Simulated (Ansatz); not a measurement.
# ZnAu: 6 runs along one coordinate

System: ZnAu (2 atoms in the cell).
Method: Kohn-Sham DFT of a periodic cell, PBE, Ansatz PAW, no spin polarisation (Ansatz 0.2.0).

The 6 runs differ only in the geometry, by an even scaling of the cell at fixed fractional positions. The structure derives from an entry of the Crystallography Open Database.

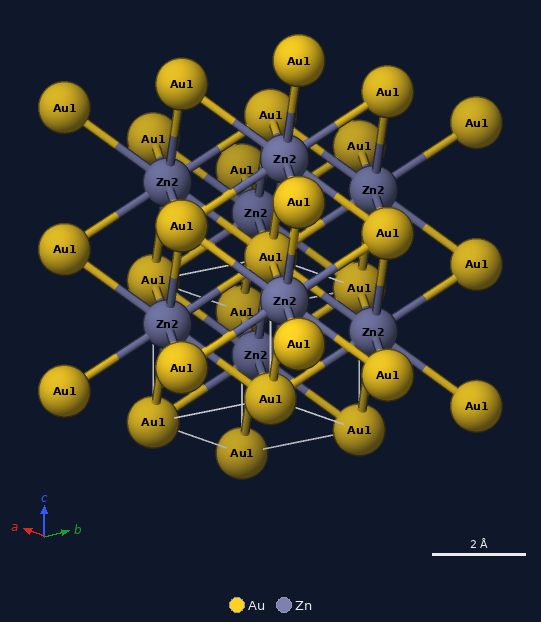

Figure 1. The structure of run 4 (ball-and-stick view of the cell of the calculation, repeated 2 × 2 × 2, seen at an oblique angle; atoms are numbered from 1 in the order of the input).

**Input of run 4**
```yaml
crystal:
  lattice:
    - [3.167841667, 0.0, 0.0]
    - [0.0, 3.167841667, 0.0]
    - [0.0, 0.0, 3.167841667]
  atoms:
    - { symbol: Au, position: [0.0, 0.0, 0.0] }
    - { symbol: Zn, position: [0.5, 0.5, 0.5] }
hamiltonian:
  xc: pbe
  pseudopotentials: { kind: paw }
kpoints:
  mp_grid: { grid: [8, 8, 8] }
scf:
  occupations: { method: fermi_dirac, width: 0.05 }
output:
  forces: true
  stress: true
  eigenvalues: true
```

Command:
```bash
ansatz run input.yaml --threads 2 --pin off --max-ram 5120MiB --backend cpu --events-out ev --progress --plain --runs-dir out
```

Lattice vectors (Å) and fractional positions of run 4:
```
   3.167842    0.000000    0.000000
   0.000000    3.167842    0.000000
   0.000000    0.000000    3.167842
Au  0.000000  0.000000  0.000000
Zn  0.500000  0.500000  0.500000
```

Run 3 differs from it as follows:
```diff
-    - [3.167841667, 0.0, 0.0]
-    - [0.0, 3.167841667, 0.0]
-    - [0.0, 0.0, 3.167841667]
+    - [3.147, 0.0, 0.0]
+    - [0.0, 3.147, 0.0]
+    - [0.0, 0.0, 3.147]
```

**Results, with one run withheld**

| run | volume per atom (Å³) | free energy per atom, from the lowest run given (meV) | pressure (GPa) |
| --- | --- | --- | --- |
| 1 | 14.648 | 67.92 | 15.54 |
| 2 | 15.272 | 22.37 | 8.16 |
| 3 | 15.583 | ? | ? |
| 4 | 15.895 | 2.29 | 2.40 |
| 5 | 16.207 | 0.00 | 0.01 |
| 6 | 16.518 | 2.08 | −2.10 |

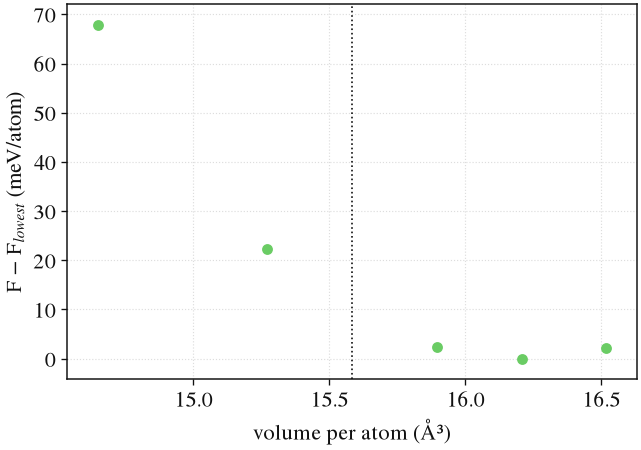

Figure 2. Free energy per atom of the runs given; the dotted line marks run 3.

Estimate the energy of run 3 from the others.

A cubic polynomial in V^(−2/3) (the Birch–Murnaghan form), fitted to the 5 runs given, misses them by under 0.01 meV per atom. With x = V^(−2/3) − 0.15960 Å⁻², it reads F = 6.6256 + 3862.2 x + 5.7089e+05 x² + 2.4007e+06 x³ (meV per atom). At run 3 it gives 9.55 meV per atom, and the run itself gives 9.54. The slope of the fit gives a pressure −dF/dV of 5.11 GPa there, and the run prints 5.10 GPa. The fit has its minimum at 16.208 Å³ per atom, where V d²F/dV² gives 117 GPa: the bulk modulus at this level, since symmetry fixes the shape and the positions.

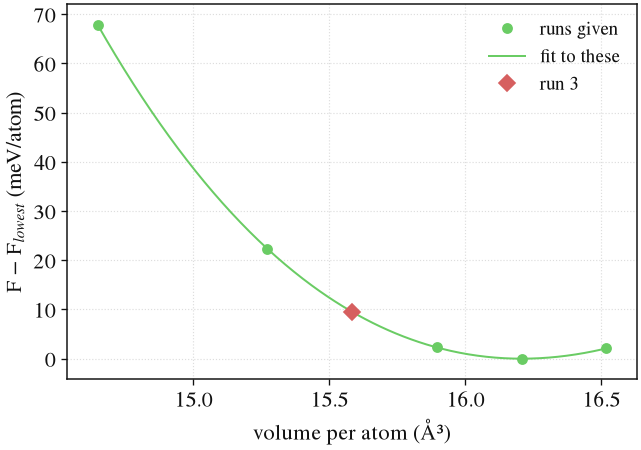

Figure 3. The fit and the withheld run.

**Output, shortened to warnings, some set-up lines, iterations and results (run 3)**
```
Basis set: ecut = 420 eV, 619 PW (Γ), exchange–correlation on 48×48×48 points (8 copies of the dense FFT grid, shifted against one another)
Symmetry: 48 space group operations
k-points: 35 of 512
Initial density: superposition of atomic densities (neutral atoms: chi_scale 0, normalization atom), corrected by the library's trained network
[...]
SCF iter   1: F=—  HF=-16468.772724 eV  |F-HF|=—  |Δ(HF+E_count)|=         —  Δρ=2.33e-3  dr2=1.68e-3  ethr=1.77e-3  ⟨swp⟩=5.4  Hψ=2964  notcnv=0
SCF iter   2: F=—  HF=-16468.773571 eV  |F-HF|=—  |Δ(HF+E_count)|=   8.46e-4  Δρ=1.29e-3  dr2=5.10e-4  ethr=5.43e-6  ⟨swp⟩=2.4  Hψ=1474  notcnv=0
SCF iter   3: F=—  HF=-16468.773466 eV  |F-HF|=—  |Δ(HF+E_count)|=   1.05e-4  Δρ=6.45e-4  dr2=4.26e-5  ethr=1.65e-6  ⟨swp⟩=2.1  Hψ=935  notcnv=0
SCF iter   4: F=—  HF=-16468.773480 eV  |F-HF|=—  |Δ(HF+E_count)|=   1.42e-5  Δρ=2.64e-4  dr2=1.34e-5  ethr=1.37e-7  ⟨swp⟩=2.0  Hψ=1058  notcnv=0
SCF iter   5: F=—  HF=-16468.773475 eV  |F-HF|=—  |Δ(HF+E_count)|=   4.82e-6  Δρ=2.47e-5  dr2=1.36e-7  ethr=4.32e-8  ⟨swp⟩=2.0  Hψ=1035  notcnv=0
SCF iter   6: F=-16468.773475 eV  HF=-16468.773475 eV  |F-HF|=3.69e-9  |Δ(HF+E_count)|=   6.59e-8  Δρ=1.17e-5  dr2=1.45e-8  ethr=3.23e-10  ⟨swp⟩=5.5  Hψ=2831  notcnv=0
SCF 1 converged in 6 iterations: F = -16468.773475 eV  dr2 = 1.45e-8
SCF converged after 6 iterations
Free energy (F): -16468.773475 eV
Harris-Foulkes:  -16468.773475 eV  (|F-HF|=3.69e-9)
Internal energy: -16468.771338 eV  (E = F + TS)
E sigma→0 (E₀):  -16468.772406 eV
Entropy (-TS):   -0.002137 eV (-1.069 meV/atom)
Fermi energy:    16.960339 eV
--- Per-component energies (eV) ---
  E_band       = -166.125006
  E_kinetic    = 736.559081
  E_local      = -3250.580272  (includes V_loc(G=0)·N_el)
  E_nonlocal   = 685.922741
  E_hartree    = 1373.704274
  E_xc         = -366.264587
  E_vxc        = -328.680882  (∫ρ·V_xc dr)
  E_paw        = -11533.397647  (= ΣΔE_a)
  E_vpaw       = -756.757761  (= ΣTr[D̂ρ^β])
  E_aug_tail   = 0.000993  (compensation charges beyond the density's cutoff)
  E_ewald      = -4114.715922
  E_smearing   = -0.002137  (= −TS)
  E_closure    = -0.000000  (closes the sum)
  Σ components = -16468.773475   (vs F -16468.773475, Δ=0.00e0)
--- Forces (eV/Å), atoms counted from 1 ---
  atom   1  Au    -0.00000000     0.00000000    -0.00000000
  atom   2  Zn     0.00000000    -0.00000000     0.00000000
  max |Σ_I F_I| component: 1.68e-29 eV/Å
--- Stress (GPa, compression-positive) ---
        5.103996       0.000000       0.000000
       -0.000000       5.103996      -0.000000
        0.000000       0.000000       5.103996
  P = ⅓ Tr σ = 5.1040 GPa (51.040 kbar)
```

Notes: Spin–orbit coupling is left out, which matters for Au.
